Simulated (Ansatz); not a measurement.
## Electronic structure of ZrSi35 (cell with a defect) in real space

The calculation's input:

```
crystal:
  lattice:
    - [-5.7769209523, 3.3353068668, -6.3650227274]
    - [5.7769209522, 3.3353068669, -6.3650227274]
    - [1.0e-10, -6.6706137337, -6.3650227274]
  atoms:
    - { symbol: Zr, position: [0.4269007118, 0.0852612023, 0.4225109201] }
    - { symbol: Si, position: [0.7568007977, 0.090134131, 0.090134131] }
    - { symbol: Si, position: [0.090134131, 0.4234674644, 0.4234674644] }
    - { symbol: Si, position: [0.7568007977, 0.7568007977, 0.4234674644] }
    - { symbol: Si, position: [0.4234674644, 0.4234674644, 0.090134131] }
    - { symbol: Si, position: [0.090134131, 0.090134131, 0.7568007977] }
    - { symbol: Si, position: [0.7568007977, 0.4234674644, 0.7568007977] }
    - { symbol: Si, position: [0.090134131, 0.7568007977, 0.090134131] }
    - { symbol: Si, position: [0.4234674644, 0.7568007977, 0.7568007977] }
    - { symbol: Si, position: [0.0345785755, 0.0345785755, 0.3679119088] }
    - { symbol: Si, position: [0.3679119088, 0.0345785755, 0.0345785755] }
    - { symbol: Si, position: [0.7012452421, 0.3679119088, 0.3679119088] }
    - { symbol: Si, position: [0.3679119088, 0.7012452421, 0.3679119088] }
    - { symbol: Si, position: [0.0345785755, 0.3679119088, 0.0345785755] }
    - { symbol: Si, position: [0.7012452421, 0.0345785755, 0.7012452421] }
    - { symbol: Si, position: [0.3679119088, 0.3679119088, 0.7012452421] }
    - { symbol: Si, position: [0.7012452421, 0.7012452421, 0.0345785755] }
    - { symbol: Si, position: [0.0345785755, 0.7012452421, 0.7012452421] }
    - { symbol: Si, position: [0.295659067, 0.9713778664, 0.2947800553] }
    - { symbol: Si, position: [0.6320880912, 0.9654214245, 0.9654214245] }
    - { symbol: Si, position: [0.9654214245, 0.2987547579, 0.2987547579] }
    - { symbol: Si, position: [0.6320880912, 0.6320880912, 0.2987547579] }
    - { symbol: Si, position: [0.2987547579, 0.2987547579, 0.9654214245] }
    - { symbol: Si, position: [0.9654214245, 0.9654214245, 0.6320880912] }
    - { symbol: Si, position: [0.6320880912, 0.2987547579, 0.6320880912] }
    - { symbol: Si, position: [0.9654214245, 0.6320880912, 0.9654214245] }
    - { symbol: Si, position: [0.2987547579, 0.6320880912, 0.6320880912] }
    - { symbol: Si, position: [0.909865869, 0.909865869, 0.2431992023] }
    - { symbol: Si, position: [0.2431992023, 0.909865869, 0.909865869] }
    - { symbol: Si, position: [0.5802776831, 0.241627667, 0.2346955036] }
    - { symbol: Si, position: [0.2431992023, 0.5765325356, 0.2431992023] }
    - { symbol: Si, position: [0.909865869, 0.2431992023, 0.909865869] }
    - { symbol: Si, position: [0.5785677045, 0.9111618269, 0.5729986685] }
    - { symbol: Si, position: [0.2460160987, 0.2367334462, 0.5818924902] }
    - { symbol: Si, position: [0.5765325356, 0.5765325356, 0.909865869] }
    - { symbol: Si, position: [0.909865869, 0.5765325356, 0.5765325356] }
  host:
    lattice:
      - [3.8512806348, 0.0, 0.0]
      - [-1.9256403174, 3.3353068669, 0.0]
      - [0.0, 0.0, 6.3650227274]
    atoms:
      - { symbol: Si, position: [0.3333333333, 0.6666666667, 0.0629309403] }
      - { symbol: Si, position: [0.6666666667, 0.3333333333, 0.5629309403] }
      - { symbol: Si, position: [0.3333333333, 0.6666666667, 0.4370690597] }
      - { symbol: Si, position: [0.6666666667, 0.3333333333, 0.9370690597] }
basis:
  ecutwfc: 420
  xc_grid: 2
kpoints:
  mp_grid: { grid: [2, 2, 2], shift: [0.5, 0.5, 0.5] }
hamiltonian:
  xc: pbe
scf:
  occupations: { method: gaussian, width: 0.02 }
output:
  forces: true
  stress: false
  eigenvalues: true
  charged_corrections:
    defect_position: [0.42346746, 0.09013413, 0.42346746]
    epsilon: [[12.6179, 0.0, 0.0], [0.0, 12.6179, 0.0], [0.0, 0.0, 13.7065]]
  write_density: true
  write_potential: true
  elf: true
  volumetric_format: npy
relax:
  adjacent_minimum: "off"
  f_tol: 0.025
  max_steps: 45
```

Run with:

```sh
ansatz run input.yaml --threads 4 --pin off --max-ram 10240MiB --backend cpu --events-out ev --progress --plain --runs-dir out
```

The fields are those of the run's last geometry, not of the input's.

Theory: DFT PBE, scalar-relativistic, plane waves, PAW in Ansatz 0.2.0.

The density is the valence pseudo-density of a PAW calculation; it isn't the true density close to the nuclei.

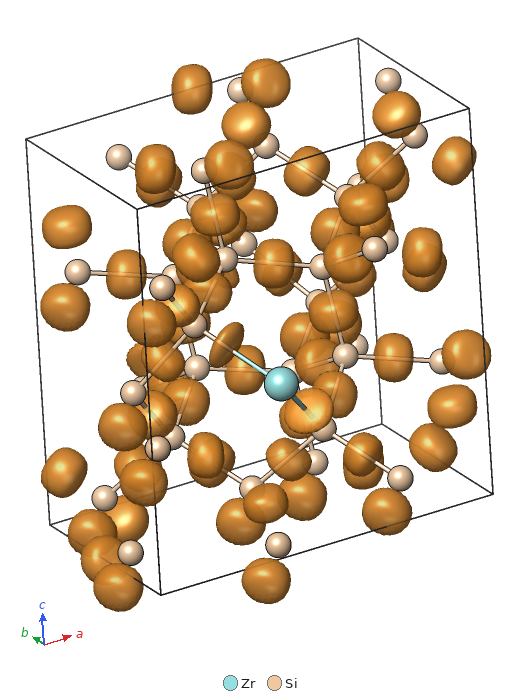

Figure 1. Isosurface of the electron localisation function at 0.85 (orange), seen slightly off an axis. Only the valence region is drawn (cores and ρ < 0.01 e/Å³ removed). Sticks mark near contacts.

Question: What do the ELF domains correspond to?

Answer: At this value the surface marks out 68 regions between bonded Si–Si atoms (shared pairs) and four lobes of the valence shell of Si pointing towards Zr (polar bonds), counted in one cell of 36 atoms. Any copies at cell faces, edges or corners count once. Along the contacts the grid gives the following. Si–Si (2.33 Å): the ELF peaks at about 0.95 between the atoms; a shared electron pair. Zr–Si (2.59 Å): the ELF peaks at about 0.95 in the valence shell of Si, 0.9 Å from its nucleus, and is about 0.70 at the midpoint.

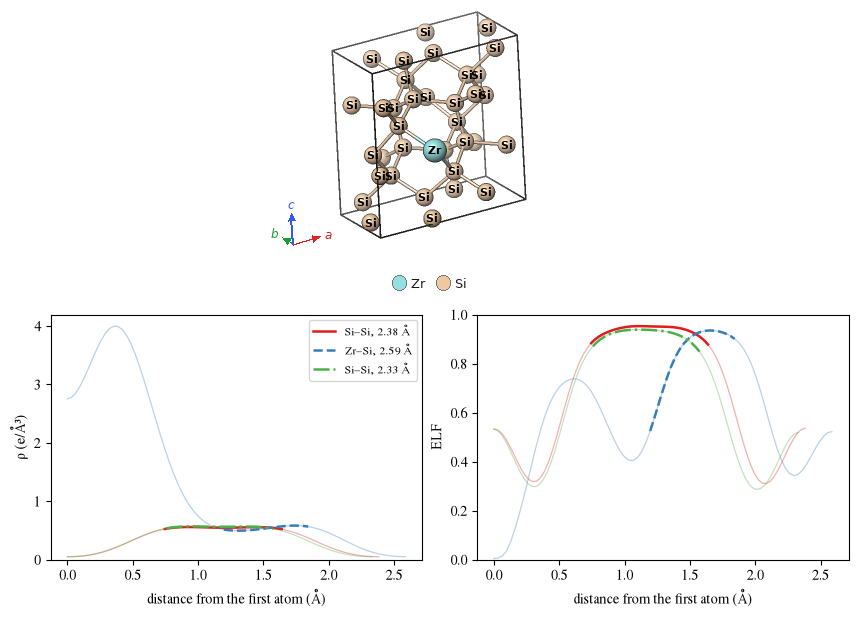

Figure 2. Valence pseudo-density and electron localisation function along straight lines between neighbouring atoms. Thin, pale parts lie inside the atomic spheres. The structure is drawn too.

Question: Compare the contacts.

Answer: Si–Si (2.38 Å): the density is about 0.55 e/Å³ at the midpoint; the ELF peaks at about 0.95 between the atoms: a shared electron pair.
Zr–Si (2.59 Å): ρ is about 0.5 e/Å³ halfway; the ELF peaks at about 0.95 in the valence shell of Si, 0.9 Å from its nucleus, and is about 0.70 at the midpoint.
Si–Si (2.33 Å): the density is about 0.56 e/Å³ at the midpoint; the ELF peaks at about 0.95 between the atoms; a shared electron pair.

Question: Does the calculation make it a metal, or give it a gap?

Answer: It is gapped, with a Kohn–Sham gap of 0.91 eV on the k-point mesh (the band edges may lie off the mesh, which would make the gap smaller).
